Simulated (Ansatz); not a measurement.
**CdS: short molecular dynamics of a 16-atom cell, part 1 of 2**

How do the atoms of CdS (zincblende) move when started on their sites? Runs: PBE, 20 steps of 1.5 fs under a Langevin thermostat at 300 K; r2SCAN, 20 steps of 3 fs at constant energy, with velocities drawn for 450 K. The cell is a 2×2×2 supercell of the structure relaxed with r2SCAN.

Program: Ansatz 0.2.0. Level of theory: DFT, plane waves, PAW, no spin polarisation. These are calculated values, not measurements.

### 1 Starting point

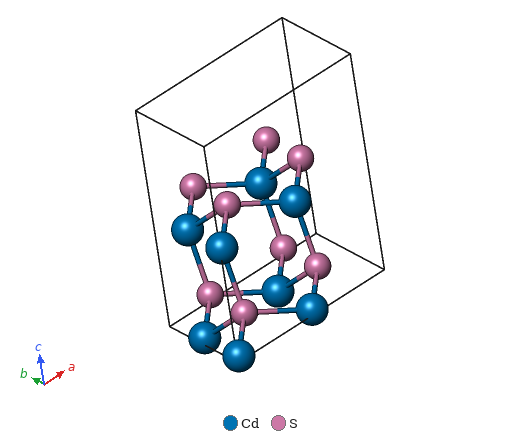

The starting structure, seen slightly off an axis (cadmium blue, sulfur pink). Each atom of the cell is drawn once.

As a file:

```xyz
16
Lattice="0.0000 5.8784 5.8784 5.8784 0.0000 5.8784 5.8784 5.8784 0.0000" Properties=species:S:1:pos:R:3 pbc="T T T"
Cd    0.0000    0.0000    0.0000
S     1.4696    1.4696    1.4696
Cd    2.9392    2.9392    0.0000
S     4.4088    4.4088    1.4696
Cd    2.9392    0.0000    2.9392
S     4.4088    1.4696    4.4088
Cd    5.8784    2.9392    2.9392
S     7.3480    4.4088    4.4088
Cd    0.0000    2.9392    2.9392
S     1.4696    4.4088    4.4088
Cd    2.9392    5.8784    2.9392
S     4.4088    7.3480    4.4088
Cd    2.9392    2.9392    5.8784
S     4.4088    4.4088    7.3480
Cd    5.8784    5.8784    5.8784
S     7.3480    7.3480    7.3480
```

### 2 Run 1: PBE

Input file input.yaml:

```yaml
crystal:
  lattice:
    - [0.0, 5.87842968, 5.87842968]
    - [5.87842968, 0.0, 5.87842968]
    - [5.87842968, 5.87842968, 0.0]
  atoms:
    - { symbol: Cd, position: [0.0, 0.0, 0.0] }
    - { symbol: S, position: [0.125, 0.125, 0.125] }
    - { symbol: Cd, position: [0.0, 0.0, 0.5] }
    - { symbol: S, position: [0.125, 0.125, 0.625] }
    - { symbol: Cd, position: [0.0, 0.5, 0.0] }
    - { symbol: S, position: [0.125, 0.625, 0.125] }
    - { symbol: Cd, position: [0.0, 0.5, 0.5] }
    - { symbol: S, position: [0.125, 0.625, 0.625] }
    - { symbol: Cd, position: [0.5, 0.0, 0.0] }
    - { symbol: S, position: [0.625, 0.125, 0.125] }
    - { symbol: Cd, position: [0.5, 0.0, 0.5] }
    - { symbol: S, position: [0.625, 0.125, 0.625] }
    - { symbol: Cd, position: [0.5, 0.5, 0.0] }
    - { symbol: S, position: [0.625, 0.625, 0.125] }
    - { symbol: Cd, position: [0.5, 0.5, 0.5] }
    - { symbol: S, position: [0.625, 0.625, 0.625] }
kpoints:
  mp_grid: { grid: [2, 2, 2] }
hamiltonian:
  xc: pbe
scf:
  occupations: { method: fermi_dirac, width: 0.026 }
md:
  ensemble: nvt_langevin
  temperature: 300
  timestep: 1.5
  n_steps: 20
  initial_velocities: maxwell_boltzmann
  seed: 3522
```

Started as:

```
$ ansatz run input.yaml --threads 4 --pin off --max-ram 3686MiB --backend cpu --events-out ev --progress --plain --runs-dir out
```

Standard output (excerpt; [...] marks lines left out):

```text
Warning: md: disabling space-group detection — thermal motion breaks the input geometry's symmetry, so no spatial operation reduces the k-mesh or symmetrises the density; time reversal is kept, so that k and −k are solved as one point where they differ and the mesh holds both, and exact [...]
Warning: RAYON_NUM_THREADS=4 ignored (pool sized by the plan → 4); use --threads N
[...]
Pseudopotentials: kind: paw
Pseudopotential: Cd, paw, valence charge 20, recommended cutoff 420 eV (normal), Cd.paw.azcp
Pseudopotential: S, paw, valence charge 6, recommended cutoff 420 eV (normal), S.paw.azcp
Functional definition: PBE
[...]
Crystal: 16 atoms, lattice volume = 406.269 Å³
Basis set: ecut = 420 eV, 7823 PW (Γ), exchange–correlation on 120×120×120 points (8 copies of the dense FFT grid, shifted against one another)
Bands: 125, of which v1, the nominal top of the filled ones, is band 104 counted from 1 (103 counted from 0)
Symmetry: 1 space group operations
k-points: 8
[...]
SCF iter   1: F=—  HF=-73262.322924 eV  |F-HF|=—  |Δ(HF+E_count)|=         —  Δρ=6.59e-4  dr2=1.78e-3  ethr=1.77e-3  ⟨swp⟩=5.9  Hψ=3376  notcnv=0  defer=27
[...]
md step     0: t =     0.00 fs  T =   281.2 K  F+E_penalty+E_count = -73262.32945888 eV  E_kin = 0.581670 eV  (7 SCF iters)
[...]
md step     6: t =     9.00 fs  T =   266.1 K  F+E_penalty+E_count = -73262.27882742 eV  E_kin = 0.550278 eV  (4 SCF iters)
[...]
md step     7: t =    10.50 fs  T =   242.0 K  F+E_penalty+E_count = -73262.26326659 eV  E_kin = 0.500444 eV  (4 SCF iters)
SCF iter   1: F=—  HF=-73262.246447 eV  |F-HF|=—  |Δ(HF+E_count)|=         —  Δρ=3.21e-5  dr2=2.69e-6  ethr=2.10e-8  ⟨swp⟩=4.2  Hψ=2720  notcnv=0  defer=70
```

### 3 More of the same log: nvt_langevin at 300 K

The log, continued (excerpt; [...] marks lines left out):

```text
[...]
SCF iter   2: F=—  HF=-73262.246969 eV  |F-HF|=—  |Δ(HF+E_count)|=   5.22e-4  Δρ=1.74e-5  dr2=7.99e-7  ethr=1.29e-9  ⟨swp⟩=1.0  Hψ=1112  notcnv=0  defer=70
[...]
md step     8: t =    12.00 fs  T =   209.5 K  F+E_penalty+E_count = -73262.24696865 eV  E_kin = 0.433373 eV  (4 SCF iters)
[...]
md step    11: t =    16.50 fs  T =   178.7 K  F+E_penalty+E_count = -73262.19630933 eV  E_kin = 0.369573 eV  (4 SCF iters)
[...]
md step    14: t =    21.00 fs  T =   189.3 K  F+E_penalty+E_count = -73262.14644700 eV  E_kin = 0.391476 eV  (4 SCF iters)
[...]
md step    17: t =    25.50 fs  T =   169.6 K  F+E_penalty+E_count = -73262.10157947 eV  E_kin = 0.350852 eV  (4 SCF iters)
[...]
md step    19: t =    28.50 fs  T =   166.6 K  F+E_penalty+E_count = -73262.07712576 eV  E_kin = 0.344530 eV  (4 SCF iters)
[...]
md step    20: t =    30.00 fs  T =   180.9 K  F+E_penalty+E_count = -73262.06608431 eV  E_kin = 0.374109 eV  (6 SCF iters)
SCF converged after 6 iterations
Free energy (F): -73262.066084 eV
[...]
E sigma→0 (E₀):  -73262.066084 eV
Fermi energy:    7.163399 eV
[...]
--- Forces (eV/Å), atoms counted from 1 ---
  atom   1  Cd     0.06679367    -0.04339998    -0.23462286
  atom   2  S      0.17385532    -0.06889020     0.76717221
  atom   3  Cd    -0.17711107    -0.20944371    -0.31000237
  atom   4  S      0.43818476    -0.25581384     0.05156619
  atom   5  Cd     0.04643949     0.58581034    -0.02025419
  atom   6  S     -0.16233691    -0.19616293    -0.63168908
  atom   7  Cd    -0.62966053    -0.11021403     0.02819565
  atom   8  S      0.38910338     0.32950130     0.35210336
[...]
--- MD trajectory: 20 steps, t = 0.0 → 30.0 fs ---
  final state: T = 180.9 K   F+E_penalty+E_count = -73262.06608431 eV   E_kin = 0.374109 eV
```

It took 2.4 min on 4 threads of an Arm CPU, shared host; peak memory 1.5 GiB.

### 4 Frames and traces

The trajectory, every 2 steps (energies from step 0); msd is the mean square displacement from the start, the centre of mass held:

```tsv
time (fs)	T (K)	potential energy change (meV/atom)	msd S (Å²)	msd Cd (Å²)
0.0	281	0.0	0.000	0.000
3.0	293	0.4	0.000	0.000
6.0	248	1.6	0.001	0.000
9.0	266	3.2	0.002	0.001
12.0	210	5.2	0.003	0.001
15.0	197	7.3	0.004	0.001
18.0	189	9.4	0.005	0.002
21.0	189	11.4	0.006	0.002
24.0	170	13.4	0.007	0.003
27.0	177	15.0	0.008	0.004
30.0	181	16.5	0.009	0.005
```

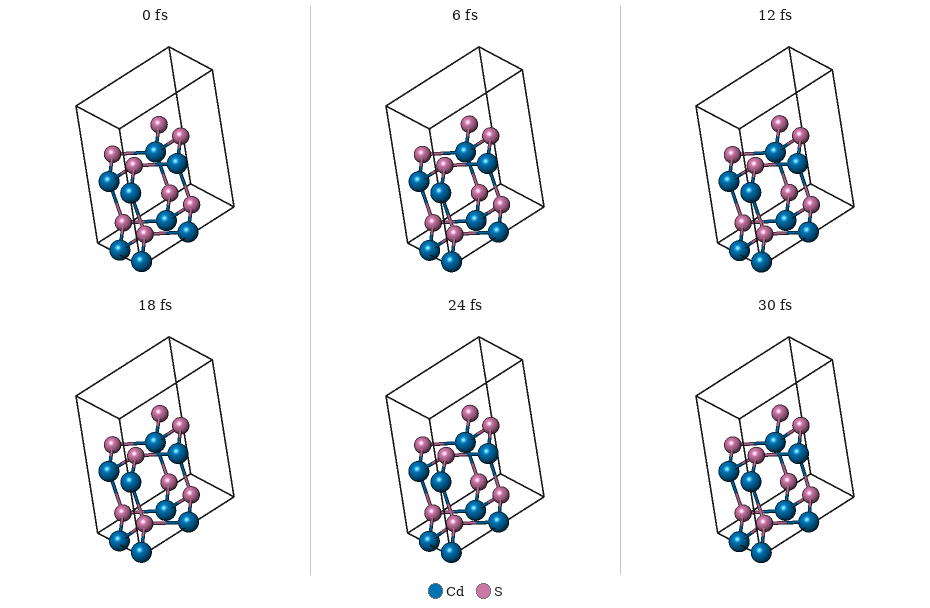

Six frames of the run, seen slightly off an axis. Each atom of the cell is drawn once. Atoms are followed across the cell's faces. Sticks are the contacts of the first frame, kept unless stretched by 40 %.

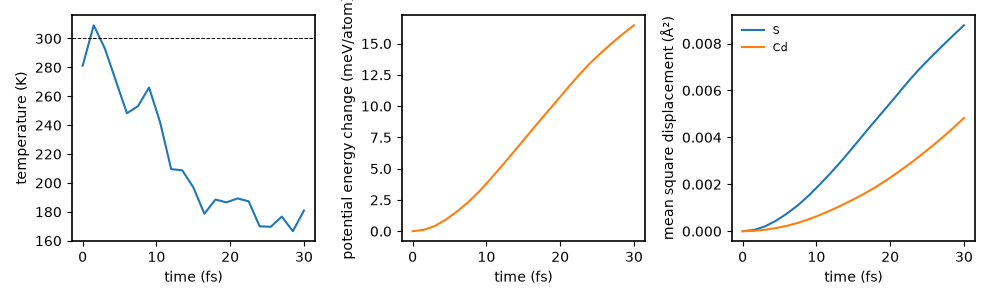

Traces against time; each panel has its own scale. The dashed line is the set temperature.

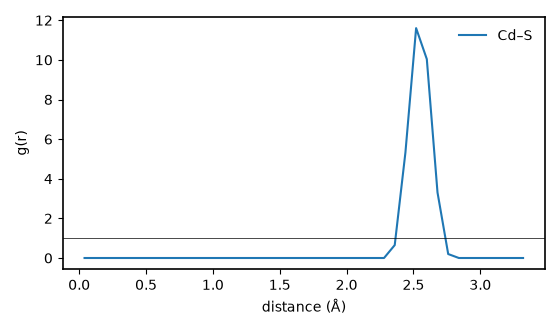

Pair distribution functions over the second half of the run, in bins of 0.08 Å, lightly smoothed, out to 3.4 Å.

First peaks of g(r) (not always the tallest), and, where a minimum follows, the mean number of second-named atoms round a first-named one up to the next minimum:

```tsv
pair	peak (Å)	height	minimum (Å)	neighbours
Cd–S	2.52	11.6	2.84	4.0
```

### 5 Snapshots as a file

Extended XYZ, with forces in eV/Å:

```xyz
16
Lattice="0.000 5.878 5.878 5.878 0.000 5.878 5.878 5.878 0.000" Properties=species:S:1:pos:R:3:forces:R:3 pbc="T T T" time_fs=4.5 T=271 dE=0.0148
Cd   -0.004   -0.009    0.005    0.048   -0.029   -0.021
S     1.468    1.466    1.448    0.046    0.041    0.149
Cd    2.947    2.949    0.004   -0.029   -0.024   -0.051
S     4.392    4.430    1.477    0.082   -0.144    0.003
Cd    2.939   -0.013    2.930   -0.007    0.096    0.024
S     4.418    1.462    4.425   -0.089   -0.009   -0.170
Cd    5.881    2.940    2.943   -0.154   -0.030   -0.058
S     7.334    4.396    4.390    0.117    0.133    0.141
Cd   -0.011    2.945    2.938    0.139   -0.077   -0.012
S     1.473    4.407    4.407   -0.016   -0.019    0.023
Cd    2.930    5.882    2.941   -0.043    0.068    0.034
S     4.410    7.355    4.398    0.007   -0.045    0.106
Cd    2.949    2.936    5.875   -0.002    0.045   -0.010
S     4.430    4.412    7.344   -0.138   -0.007   -0.007
Cd    5.882    5.873    5.887    0.060    0.108   -0.106
S     7.349    7.371    7.349   -0.023   -0.107   -0.044
16
Lattice="0.000 5.878 5.878 5.878 0.000 5.878 5.878 5.878 0.000" Properties=species:S:1:pos:R:3:forces:R:3 pbc="T T T" time_fs=10.5 T=242 dE=0.0662
Cd   -0.005   -0.022    0.013    0.074   -0.070   -0.043
S     1.467    1.465    1.423    0.105    0.047    0.300
Cd    2.959    2.966    0.010   -0.085   -0.095   -0.141
S     4.365    4.445    1.486    0.232   -0.219   -0.001
Cd    2.934   -0.032    2.921    0.010    0.230    0.044
S     4.432    1.453    4.441   -0.198   -0.021   -0.348
Cd    5.887    2.943    2.942   -0.363   -0.087   -0.090
S     7.318    4.383    4.369    0.262    0.277    0.307
Cd   -0.021    2.948    2.934    0.251   -0.161   -0.025
S     1.472    4.399    4.399    0.000   -0.007    0.083
Cd    2.920    5.890    2.941   -0.093    0.145    0.096
S     4.415    7.361    4.391   -0.021   -0.083    0.185
Cd    2.961    2.934    5.873   -0.005    0.077   -0.047
S     4.454    4.417    7.336   -0.309   -0.043    0.025
Cd    5.885    5.864    5.897    0.139    0.242   -0.233
S     7.345    7.396    7.349    0.001   -0.232   -0.110
16
Lattice="0.000 5.878 5.878 5.878 0.000 5.878 5.878 5.878 0.000" Properties=species:S:1:pos:R:3:forces:R:3 pbc="T T T" time_fs=15.0 T=197 dE=0.1161
Cd   -0.004   -0.033    0.020    0.088   -0.086   -0.062
S     1.465    1.471    1.404    0.142    0.007    0.409
Cd    2.968    2.977    0.014   -0.125   -0.137   -0.213
S     4.348    4.454    1.491    0.329   -0.243    0.018
Cd    2.930   -0.045    2.916    0.013    0.316    0.042
S     4.440    1.444    4.452   -0.250   -0.008   -0.455
Cd    5.891    2.944    2.938   -0.500   -0.118   -0.085
S     7.305    4.377    4.361    0.360    0.340    0.369
Cd   -0.026    2.950    2.931    0.310   -0.216   -0.022
S     1.471    4.394    4.393    0.016   -0.005    0.135
Cd    2.911    5.897    2.944   -0.122    0.193    0.117
S     4.416    7.364    4.387   -0.031   -0.099    0.217
Cd    2.970    2.931    5.873    0.001    0.106   -0.074
S     4.470    4.421    7.333   -0.446   -0.073    0.040
Cd    5.888    5.859    5.902    0.166    0.329   -0.311
S     7.337    7.411    7.345    0.048   -0.305   -0.127
16
Lattice="0.000 5.878 5.878 5.878 0.000 5.878 5.878 5.878 0.000" Properties=species:S:1:pos:R:3:forces:R:3 pbc="T T T" time_fs=19.5 T=187 dE=0.1663
Cd   -0.004   -0.042    0.024    0.101   -0.086   -0.090
S     1.468    1.476    1.383    0.128   -0.042    0.532
Cd    2.975    2.988    0.020   -0.142   -0.162   -0.276
S     4.337    4.463    1.496    0.393   -0.242    0.046
Cd    2.922   -0.060    2.911    0.019    0.395    0.039
S     4.443    1.438    4.459   -0.268   -0.019   -0.535
Cd    5.894    2.945    2.935   -0.594   -0.150   -0.078
S     7.293    4.374    4.359    0.437    0.379    0.391
Cd   -0.030    2.952    2.930    0.352   -0.287   -0.027
S     1.474    4.384    4.389    0.012    0.029    0.171
Cd    2.902    5.901    2.949   -0.132    0.237    0.123
S     4.416    7.368    4.391   -0.031   -0.113    0.201
Cd    2.977    2.928    5.873    0.025    0.132   -0.086
S     4.485    4.426    7.332   -0.561   -0.109    0.055
Cd    5.891    5.855    5.906    0.183    0.408   -0.366
S     7.334    7.424    7.338    0.079   -0.370   -0.102
16
Lattice="0.000 5.878 5.878 5.878 0.000 5.878 5.878 5.878 0.000" Properties=species:S:1:pos:R:3:forces:R:3 pbc="T T T" time_fs=25.5 T=170 dE=0.2279
Cd   -0.003   -0.052    0.029    0.084   -0.068   -0.174
S     1.465    1.483    1.355    0.155   -0.073    0.681
Cd    2.983    3.004    0.026   -0.170   -0.201   -0.317
S     4.329    4.473    1.503    0.441   -0.234    0.063
Cd    2.911   -0.081    2.904    0.028    0.501    0.010
S     4.440    1.440    4.459   -0.232   -0.119   -0.584
Cd    5.893    2.942    2.930   -0.645   -0.138   -0.037
S     7.285    4.372    4.360    0.452    0.387    0.382
Cd   -0.034    2.959    2.933    0.384   -0.385   -0.054
S     1.480    4.372    4.382   -0.010    0.090    0.250
Cd    2.891    5.906    2.956   -0.113    0.313    0.128
S     4.417    7.378    4.399   -0.048   -0.155    0.157
Cd    2.989    2.924    5.871    0.027    0.169   -0.071
S     4.502    4.430    7.330   -0.694   -0.140    0.072
Cd    5.897    5.857    5.912    0.195    0.467   -0.442
S     7.328    7.437    7.330    0.145   -0.413   -0.064
16
Lattice="0.000 5.878 5.878 5.878 0.000 5.878 5.878 5.878 0.000" Properties=species:S:1:pos:R:3:forces:R:3 pbc="T T T" time_fs=30.0 T=181 dE=0.2634
Cd   -0.003   -0.058    0.033    0.067   -0.043   -0.235
S     1.463    1.484    1.338    0.174   -0.069    0.767
Cd    2.990    3.013    0.030   -0.177   -0.209   -0.310
S     4.327    4.484    1.512    0.438   -0.256    0.052
Cd    2.902   -0.099    2.900    0.046    0.586   -0.020
S     4.431    1.442    4.460   -0.162   -0.196   -0.632
Cd    5.888    2.940    2.926   -0.630   -0.110    0.028
S     7.287    4.373    4.364    0.389    0.330    0.352
Cd   -0.034    2.963    2.935    0.382   -0.437   -0.078
S     1.483    4.368    4.378   -0.029    0.112    0.295
Cd    2.881    5.910    2.960   -0.091    0.369    0.135
S     4.418    7.384    4.408   -0.052   -0.169    0.097
Cd    2.996    2.921    5.869    0.021    0.221   -0.064
S     4.510    4.435    7.325   -0.746   -0.188    0.107
Cd    5.900    5.859    5.917    0.210    0.495   -0.494
S     7.326    7.447    7.321    0.160   -0.434    0.000
```

### 6 Run 2: r2SCAN

input.yaml: that of step 2 with these lines changed.

```diff
@@ -25,11 +25,11 @@
 hamiltonian:
-  xc: pbe
+  xc: r2scan
 scf:
-  occupations: { method: fermi_dirac, width: 0.026 }
+  occupations: { method: fermi_dirac, width: 0.039 }
 md:
-  ensemble: nvt_langevin
-  temperature: 300
-  timestep: 1.5
+  ensemble: nve
+  temperature: 450
+  timestep: 3.0
   n_steps: 20
   initial_velocities: maxwell_boltzmann
-  seed: 3522
+  seed: 721
```

Started as:

```
$ ansatz run input.yaml --threads 4 --pin off --max-ram 3686MiB --backend cpu --events-out ev --progress --plain --runs-dir out
```

Standard output (excerpt; [...] marks lines left out):

```text
Warning: md: disabling space-group detection — thermal motion breaks the input geometry's symmetry, so no spatial operation reduces the k-mesh or symmetrises the density; time reversal is kept, so that k and −k are solved as one point where they differ and the mesh holds both, and exact [...]
Warning: RAYON_NUM_THREADS=4 ignored (pool sized by the plan → 4); use --threads N
[...]
[... 1 set-up line as earlier in the session ...]
Pseudopotential: Cd, paw, valence charge 20, recommended cutoff 500 eV (meta_gga), Cd.paw.azcp
Pseudopotential: S, paw, valence charge 6, recommended cutoff 500 eV (meta_gga), S.paw.azcp
Functional definition: r2SCAN
[...]
Crystal: 16 atoms, lattice volume = 406.269 Å³
Basis set: ecut = 500 eV, 10369 PW (Γ), exchange–correlation on 256×256×256 points (64 copies of the dense FFT grid, shifted against one another)
Bands: 125, of which v1, the nominal top of the filled ones, is band 104 counted from 1 (103 counted from 0)
[... 1 set-up line as earlier in the session ...]
k-points: 8
[...]
SCF iter   1: F=—  HF=-73404.566384 eV  |F-HF|=—  |Δ(HF+E_count)|=         —  Δρ=6.08e-3  dr2=7.66e-2  dr2_τ=1.32e-1  ethr=1.77e-3  ⟨swp⟩=6.0  Hψ=3428  notcnv=0  defer=46
[...]
md step     0: t =     0.00 fs  T =   450.0 K  F+E_penalty+E_count = -73404.66307529 eV  E_kin = 0.872505 eV  conserved = -73403.79057030 eV  (8 SCF iters)
[...]
md step     5: t =    15.00 fs  T =   372.1 K  F+E_penalty+E_count = -73404.51125558 eV  E_kin = 0.721369 eV  conserved = -73403.78988647 eV  (4 SCF iters)
[...]
md step     6: t =    18.00 fs  T =   345.0 K  F+E_penalty+E_count = -73404.45855740 eV  E_kin = 0.668884 eV  conserved = -73403.78967373 eV  (3 SCF iters)
SCF iter   1: F=—  HF=-73404.405661 eV  |F-HF|=—  |Δ(HF+E_count)|=         —  Δρ=1.64e-5  dr2=5.09e-7  dr2_τ=8.85e-6  ethr=4.45e-9  ⟨swp⟩=2.5  Hψ=2012  notcnv=0  defer=70
[...]
```

### 7 More of the same log: nve at 450 K

The log, continued (excerpt; [...] marks lines left out):

```text
[...]
SCF iter   2: F=—  HF=-73404.405666 eV  |F-HF|=—  |Δ(HF+E_count)|=   4.79e-6  Δρ=2.52e-6  dr2=3.14e-8  dr2_τ=1.04e-9  ethr=2.45e-10  ⟨swp⟩=2.0  Hψ=1944  notcnv=0  defer=70
[...]
md step     7: t =    21.00 fs  T =   317.8 K  F+E_penalty+E_count = -73404.40566624 eV  E_kin = 0.616194 eV  conserved = -73403.78947179 eV  (3 SCF iters)
[...]
md step    10: t =    30.00 fs  T =   250.9 K  F+E_penalty+E_count = -73404.27547630 eV  E_kin = 0.486403 eV  conserved = -73403.78907356 eV  (7 SCF iters)
[...]
md step    13: t =    39.00 fs  T =   224.2 K  F+E_penalty+E_count = -73404.22384088 eV  E_kin = 0.434712 eV  conserved = -73403.78912919 eV  (3 SCF iters)
[...]
md step    16: t =    48.00 fs  T =   234.6 K  F+E_penalty+E_count = -73404.24438071 eV  E_kin = 0.454882 eV  conserved = -73403.78949902 eV  (3 SCF iters)
[...]
md step    19: t =    57.00 fs  T =   256.8 K  F+E_penalty+E_count = -73404.28775300 eV  E_kin = 0.497895 eV  conserved = -73403.78985760 eV  (2 SCF iters)
[...]
md step    20: t =    60.00 fs  T =   262.0 K  F+E_penalty+E_count = -73404.29801699 eV  E_kin = 0.508085 eV  conserved = -73403.78993226 eV  (8 SCF iters)
[...]
SCF iter   1: F=—  HF=-73404.298017 eV  |F-HF|=—  |Δ(HF+E_count)|=         —  Δρ=1.15e-6  dr2=5.75e-9  dr2_τ=9.36e-11  ethr=2.80e-12  ⟨swp⟩=5.0  Hψ=3908  notcnv=0
[...]
```

### 8 The output, continued: nve at 450 K

The log, continued (excerpt; [...] marks lines left out):

```text
SCF iter   2: F=-73404.298017 eV  HF=-73404.298017 eV  |F-HF|=1.46e-10  |Δ(HF+E_count)|=  6.69e-10  Δρ=6.49e-7  dr2=2.05e-9  dr2_τ=1.41e-10  ethr=2.76e-12  ⟨swp⟩=3.0  Hψ=2632  notcnv=0
[...]
SCF converged after 2 iterations
Free energy (F): -73404.298017 eV
[...]
E sigma→0 (E₀):  -73404.298017 eV
Fermi energy:    7.115865 eV
[...]
--- Forces (eV/Å), atoms counted from 1 ---
  atom   1  Cd     0.70905203    -0.04680390    -0.26100165
  atom   2  S     -0.03036804    -0.13632319    -0.11310436
  atom   3  Cd    -0.12169651    -0.06124884    -0.31885460
  atom   4  S     -0.12215137    -0.15317497     0.12299552
  atom   5  Cd    -0.30856803     0.42108861    -0.24496491
  atom   6  S     -0.11509353    -0.05595907    -0.00382899
  atom   7  Cd     0.32882619    -0.23868932    -0.23039168
  atom   8  S      0.23967371    -0.19852385     0.38316449
[...]
--- MD trajectory: 20 steps, t = 0.0 → 60.0 fs ---
  final state: T = 262.0 K   F+E_penalty+E_count = -73404.29801699 eV   E_kin = 0.508085 eV
  conserved energy: peak-to-peak 1.529e-3 eV (9.557e-5 eV/atom) over 60.0 fs
```

It took 7.2 min on 4 threads of an Arm CPU, shared host; peak memory 2.6 GiB.

(Continued in part 2 of 2.)
